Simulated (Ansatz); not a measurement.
Geometry relaxation, with input and output: Cu (part 2 of 2)

The same run, continued: Cu (P6₃/mmc, 4 atoms in the cell); DFT r2SCAN, scalar-relativistic, plane waves, PAW, no spin polarisation (Ansatz 0.2.0); cutoff 500 eV, 18×18×6 k-mesh, Gaussian smearing of 0.1 eV. The structure derives from a Materials Project entry.

Geometry of the input (Å; fractional positions):
```
2.5308  0.0000  0.0000
-1.2654  2.1917  0.0000
0.0000  0.0000  8.2618
Cu 0.0000  0.0000  0.0000
Cu 0.3333  0.6667  0.2500
Cu 0.0000  0.0000  0.5000
Cu 0.6667  0.3333  0.7500
```

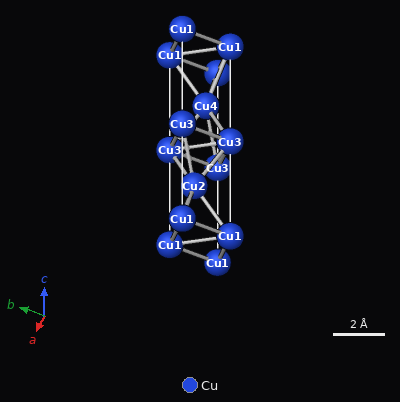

**Figure 1.** The geometry at step 2 of the log (ball-and-stick view of the cell of the calculation, seen at an oblique angle; atoms are numbered from 1 in the order of the input).

**The program's output, continued**
```
SCF iter   1: F=—  HF=-26524.932743 eV  |F-HF|=—  |Δ(HF+E_count)|=         —  Δρ=2.30e-4  dr2=1.53e-5  dr2_τ=1.84e-5  ethr=2.23e-8  ⟨swp⟩=2.1  Hψ=26545  notcnv=0
preconditioner: auto → Kerker (q_TF=auto, 2.969 Å⁻¹)  [metal: Δε(μ)=0.024 eV  Ē_g=11.564 eV  σ=0.100 eV  W_gap=0.13  n_scr=24 (ndim 8)  ℏωp=36.4 eV  f_vac=0.000  D(μ)=1.39/eV (n_scr^D=6)]
SCF iter   2: F=—  HF=-26524.932767 eV  |F-HF|=—  |Δ(HF+E_count)|=   2.43e-5  Δρ=1.51e-4  dr2=4.09e-6  dr2_τ=1.78e-7  ethr=2.02e-8  ⟨swp⟩=2.2  Hψ=11234  notcnv=0
SCF iter   3: F=—  HF=-26524.932766 eV  |F-HF|=—  |Δ(HF+E_count)|=   1.54e-6  Δρ=2.75e-5  dr2=1.75e-7  dr2_τ=5.48e-9  ethr=5.38e-9  ⟨swp⟩=2.0  Hψ=9914  notcnv=0
SCF iter   4: F=—  HF=-26524.932766 eV  |F-HF|=—  |Δ(HF+E_count)|=   1.45e-7  Δρ=1.39e-5  dr2=4.22e-8  dr2_τ=1.45e-9  ethr=3.48e-11  ⟨swp⟩=7.9  Hψ=43900  notcnv=0
SCF iter   5: F=—  HF=-26524.932766 eV  |F-HF|=—  |Δ(HF+E_count)|=   1.19e-7  Δρ=1.95e-5  dr2=8.46e-8  dr2_τ=5.18e-10  ethr=3.48e-11  ⟨swp⟩=7.3  Hψ=40194  notcnv=0
SCF iter   6: F=—  HF=-26524.932766 eV  |F-HF|=—  |Δ(HF+E_count)|=   5.40e-9  Δρ=1.69e-5  dr2=7.54e-8  dr2_τ=4.06e-10  ethr=5.56e-11  ⟨swp⟩=2.0  Hψ=10119  notcnv=0
SCF iter   7: F=-26524.932766 eV  HF=-26524.932766 eV  |F-HF|=4.79e-9  |Δ(HF+E_count)|=   1.34e-8  Δρ=5.28e-6  dr2=6.81e-9  dr2_τ=4.58e-11  ethr=3.48e-11  ⟨swp⟩=5.0  Hψ=38918  notcnv=0
SCF 3 converged in 7 iterations: F = -26524.932766 eV  dr2 = 6.81e-9
  greatest PAW one-centre occupation: 1.000 electrons in one spin orbital (limit 2), on the Cu atom at site 2 (counted from 0), in its partial waves of l = 0
relax step   3: F+E_penalty+E_count = -26524.93276596 eV  Δ(F+E_penalty+E_count) = -2.036e-5 eV  max|allowed force component| = 1.561e-17 eV/Å  Δτ_max = 0.0000 Å  P = +0.006 GPa  Ω = 45.786 Å³  energy of the carried Pulay correction = +2.079e-5 eV  (7 SCF iters, dr2 threshold 2.65e-8 eV, accepted)
Initial wavefunctions: pseudopotential atomic-orbital guess (no wavefunctions were taken with the density)
iter 1 solved again at ethr=1.09e-9 eV; its pass at ethr=3.10e-3 eV (dr2=8.27e-7 eV) is discarded
SCF iter   1: F=—  HF=-26524.932743 eV  |F-HF|=—  |Δ(HF+E_count)|=         —  Δρ=4.51e-6  dr2=4.57e-9  dr2_τ=1.47e-9  ethr=1.09e-9  ⟨swp⟩=4.0  Hψ=43556  notcnv=0
preconditioner: auto → Kerker (q_TF=auto, 2.969 Å⁻¹)  [metal: Δε(μ)=0.022 eV  Ē_g=11.565 eV  σ=0.100 eV  W_gap=0.12  n_scr=24 (ndim 8)  ℏωp=36.4 eV  f_vac=0.000  D(μ)=1.39/eV (n_scr^D=6)]
SCF iter   2: F=—  HF=-26524.932743 eV  |F-HF|=—  |Δ(HF+E_count)|=   2.75e-8  Δρ=5.10e-6  dr2=6.29e-9  dr2_τ=1.29e-10  ethr=6.01e-12  ⟨swp⟩=2.0  Hψ=12455  notcnv=0
SCF iter   3: F=—  HF=-26524.932743 eV  |F-HF|=—  |Δ(HF+E_count)|=  7.79e-10  Δρ=1.54e-6  dr2=6.63e-10  dr2_τ=4.85e-11  ethr=6.01e-12  ⟨swp⟩=2.0  Hψ=9846  notcnv=0
SCF iter   4: F=—  HF=-26524.932743 eV  |F-HF|=—  |Δ(HF+E_count)|=  7.60e-10  Δρ=5.03e-7  dr2=8.81e-11  dr2_τ=2.46e-12  ethr=1.00e-12  ⟨swp⟩=2.0  Hψ=12170  notcnv=0
SCF iter   5: F=—  HF=-26524.932743 eV  |F-HF|=—  |Δ(HF+E_count)|=  9.46e-11  Δρ=8.75e-7  dr2=2.14e-10  dr2_τ=1.39e-12  ethr=1.00e-12  ⟨swp⟩=6.0  Hψ=31144  notcnv=0  recentre
SCF iter   6: F=-26524.932743 eV  HF=-26524.932743 eV  |F-HF|=7.28e-12  |Δ(HF+E_count)|=  3.27e-11  Δρ=2.58e-7  dr2=2.01e-11  dr2_τ=2.20e-13  ethr=1.00e-12  ⟨swp⟩=4.4  Hψ=29760  notcnv=0
SCF 4 converged in 6 iterations: F = -26524.932743 eV  dr2 = 2.01e-11
relax step   4: F+E_penalty+E_count = -26524.93274279 eV  Δ(F+E_penalty+E_count) = +2.316e-5 eV  max|allowed force component| = 6.939e-18 eV/Å  Δτ_max = 0.0000 Å  P = +0.005 GPa  Ω = 45.786 Å³  stress off target by 1.04e-2 GPa  SCF on the basis re-selected at this cell (its energy is not comparable with the rows above)  (6 SCF iters)
basis re-selected at this cell: Δ(F+E_penalty+E_count) = +2.316e-5 eV, ΔP = -0.001 GPa vs the last step (what re-selecting the basis moved, of the pressure what is left beyond the Pulay correction that the steps carried, after the strain that the cell walked since its last selection, with what the two solves' SCF thresholds leave and, on support functions, any second-order correction that the steps lacked; it is no measure of the basis error at this ecutwfc). This SCF's stress stands 1.04e-2 GPa from its target on what of the cell is left free (relax.cell.stress_tol is 5.00e-2 GPa) and its largest allowed force component is 6.94e-18 eV/Å (relax.f_tol is 5.00e-3 eV/Å): within both
SCF converged after 6 iterations
Free energy (F): -26524.932743 eV
Harris-Foulkes:  -26524.932743 eV  (|F-HF|=7.28e-12)
Internal energy: -26524.925775 eV  (E = F + TS)
E sigma→0 (E₀):  -26524.929259 eV
Entropy (-TS):   -0.006968 eV (-1.742 meV/atom)
Fermi energy:    17.194380 eV
--- Per-component energies (eV) ---
  E_band       = -1499.732287
  E_kinetic    = 1200.109458
  E_local      = -16013.260572  (includes V_loc(G=0)·N_el)
  E_nonlocal   = 1581.557632
  E_hartree    = 7079.955524
  E_xc         = -335.713886
  E_vxc        = -499.470102  (∫ρ·V_xc dr)
  E_paw        = -6712.531108  (= ΣΔE_a)
  E_vpaw       = -1964.543333  (= ΣTr[D̂ρ^β])
  E_aug_tail   = 0.000603  (compensation charges beyond the density's cutoff)
  E_vtau       = 35.963231  (kinetic-family band-sum trace: ∫τ·v_τ [+ j·A + Jᵃ·Aᵃ] dr)
  E_ewald      = -13323.838993
  E_core_change = -1.204432  (= ΣΔE_core)
  E_smearing   = -0.006968  (= −TS)
  E_closure    = 0.000000  (closes the sum)
  Σ components = -26524.932743   (vs F -26524.932743, Δ=0.00e0)
--- Forces (eV/Å), atoms counted from 1 ---
  atom   1  Cu     0.00000000    -0.00000000    -0.00000000
  atom   2  Cu    -0.00000000     0.00000000    -0.00000000
  atom   3  Cu     0.00000000    -0.00000000     0.00000000
  atom   4  Cu     0.00000000    -0.00000000     0.00000000
  max |Σ_I F_I| component: 9.86e-28 eV/Å
--- Stress (GPa, compression-positive) ---
        0.002258       0.000000      -0.000000
       -0.000000       0.002258      -0.000000
       -0.000000      -0.000000       0.010379
  P = ⅓ Tr σ = 0.0050 GPa (0.050 kbar)
--- Band table (eV; the first three rows and the last of 148) ---
  k-point 0: bands = ["-99.2746", "-99.2703", "-99.2592", "-99.2550", "-55.1513", "-55.0939", "-55.0845", "-55.0465", "-55.0465", "-55.0415", "-55.0415", "-55.0293", "-55.0293", "-55.0267", "-55.0243", "-55.0243", "7.2619", "9.5164", "9.5227", "11.8128", "13.7488", "13.7532", "13.9948", "13.9948", "14.0097", "14.0097", "14.0286", "14.2022", "14.2022", "14.2360", "14.2360", "14.7316", "14.7316", "14.9989", "14.9989", "15.1684", "15.1684", "15.4766", "15.4766", "16.0564", "21.3626", "30.4413", "30.4433", "39.4770", "40.1861", "40.4555"]
  k-point 1: bands = ["-99.2743", "-99.2707", "-99.2588", "-99.2552", "-55.1492", "-55.1059", "-55.0724", "-55.0462", "-55.0462", "-55.0420", "-55.0420", "-55.0289", "-55.0289", "-55.0288", "-55.0246", "-55.0246", "7.3294", "8.8754", "10.2018", "11.7737", "13.7789", "13.8010", "14.0041", "14.0041", "14.0142", "14.0202", "14.0202", "14.1863", "14.1863", "14.2198", "14.2198", "14.7511", "14.7511", "14.9741", "14.9741", "15.2016", "15.2016", "15.4609", "15.4609", "15.7425", "21.8437", "28.3702", "32.6075", "39.5163", "40.0522", "40.5078"]
  k-point 2: bands = ["-99.2737", "-99.2716", "-99.2579", "-99.2558", "-55.1430", "-55.1205", "-55.0577", "-55.0455", "-55.0455", "-55.0431", "-55.0431", "-55.0350", "-55.0278", "-55.0278", "-55.0254", "-55.0254", "7.5307", "8.3145", "10.8425", "11.6346", "13.8415", "13.9732", "13.9992", "14.0294", "14.0294", "14.0464", "14.0464", "14.1516", "14.1516", "14.1796", "14.1796", "14.8002", "14.8002", "14.9224", "14.9224", "15.0714", "15.2722", "15.2722", "15.4163", "15.4163", "23.0372", "26.4154", "34.8417", "39.2268", "39.6311", "40.1400"]
  k-point 147: bands = ["-99.2582", "-99.2582", "-99.2471", "-99.2471", "-55.1249", "-55.1249", "-55.1143", "-55.1143", "-55.1080", "-55.1080", "-55.0921", "-55.0921", "-55.0625", "-55.0625", "-55.0579", "-55.0579", "12.8821", "12.8821", "12.9799", "12.9799", "13.0411", "13.0411", "13.1592", "13.1592", "13.7751", "13.7751", "13.7898", "13.7898", "14.5878", "14.5878", "14.9074", "14.9074", "15.3812", "15.3812", "15.4780", "15.4780", "20.7651", "20.7651", "21.1504", "21.1504", "21.6471", "21.6471", "24.8584", "24.8584", "26.2327", "26.2327"]
--- Relaxed structure (3 steps of the walk, 3 accepted, 1 SCFs on fresh bases) ---
  F+E_penalty+E_count = -26524.93274279 eV   max|allowed force component| = 6.939e-18 eV/Å   (the final SCF, on the basis selected at the relaxed cell)
  cell:  # Å, volume = 45.7859 Å³
    - [2.5293395100654292, 2.8851193861475653e-11, 0.0]
    - [-1.2646697550577006, 2.190472270497922, 0.0]
    - [0.0, 0.0, 8.263939848945737]
  atoms:
    - { symbol: Cu, position: [2.1589550801319565e-36, -2.7174439511820624e-36, 0.0] }
    - { symbol: Cu, position: [0.33333333333333337, 0.6666666666666666, 0.25000000000000006] }
    - { symbol: Cu, position: [4.4985245614522585e-36, 6.321632770519182e-36, 0.5000000000000001] }
    - { symbol: Cu, position: [0.6666666666666665, 0.3333333333333333, 0.75] }
```

**Trajectory as extended XYZ (Å, eV, eV/Å), 4 frames, from step=1 to step=4**
```
4
Lattice="2.5308 0.0000 0.0000 -1.2654 2.1917 0.0000 0.0000 0.0000 8.2618" Properties=species:S:1:pos:R:3:forces:R:3 step=1 energy=-26524.93272 pressure_GPa=-0.14
Cu    0.0000    0.0000    0.0000    0.0000   0.0000   0.0000
Cu    0.0000    1.4611    2.0655    0.0000   0.0000   0.0000
Cu    0.0000    0.0000    4.1309    0.0000   0.0000   0.0000
Cu    1.2654    0.7306    6.1964    0.0000   0.0000   0.0000
4
Lattice="2.5302 0.0000 0.0000 -1.2651 2.1912 0.0000 0.0000 0.0000 8.2622" Properties=species:S:1:pos:R:3:forces:R:3 step=2 energy=-26524.93275 pressure_GPa=-0.07
Cu    0.0000    0.0000    0.0000    0.0000   0.0000   0.0000
Cu    0.0000    1.4608    2.0656    0.0000   0.0000   0.0000
Cu    0.0000    0.0000    4.1311    0.0000   0.0000   0.0000
Cu    1.2651    0.7304    6.1967    0.0000   0.0000   0.0000
4
Lattice="2.5293 0.0000 0.0000 -1.2647 2.1905 0.0000 0.0000 0.0000 8.2639" Properties=species:S:1:pos:R:3:forces:R:3 step=3 energy=-26524.93277 pressure_GPa=0.01
Cu    0.0000    0.0000    0.0000    0.0000   0.0000   0.0000
Cu    0.0000    1.4603    2.0660    0.0000   0.0000   0.0000
Cu    0.0000    0.0000    4.1320    0.0000   0.0000   0.0000
Cu    1.2647    0.7302    6.1980    0.0000   0.0000   0.0000
4
Lattice="2.5293 0.0000 0.0000 -1.2647 2.1905 0.0000 0.0000 0.0000 8.2639" Properties=species:S:1:pos:R:3:forces:R:3 step=4 energy=-26524.93274 pressure_GPa=0.00
Cu    0.0000    0.0000    0.0000    0.0000   0.0000   0.0000
Cu    0.0000    1.4603    2.0660    0.0000   0.0000   0.0000
Cu    0.0000    0.0000    4.1320    0.0000   0.0000   0.0000
Cu    1.2647    0.7302    6.1980    0.0000   0.0000   0.0000
```

**Summary**

```csv
quantity,value
outcome,converged
space group (tolerance 0.01 Å),P6₃/mmc (194)
electrons treated,76
free energy,−26524.9327 eV
Fermi energy,17.194 eV
gap on the k-point mesh,none (metallic)
pressure,0.00 GPa
final volume,45.79 Å³
largest force (length of the vector) at the end,under 0.001 eV/Å
final cell,"a = 2.529 Å, b = 2.529 Å, c = 8.264 Å, α = 90.00°, β = 90.00°, γ = 120.00°"
hardware,"1 thread of AMD EPYC (Zen 3), 189 GiB of memory available, shared host"
wall time,4.6 min
peak memory,0.68 GiB
```
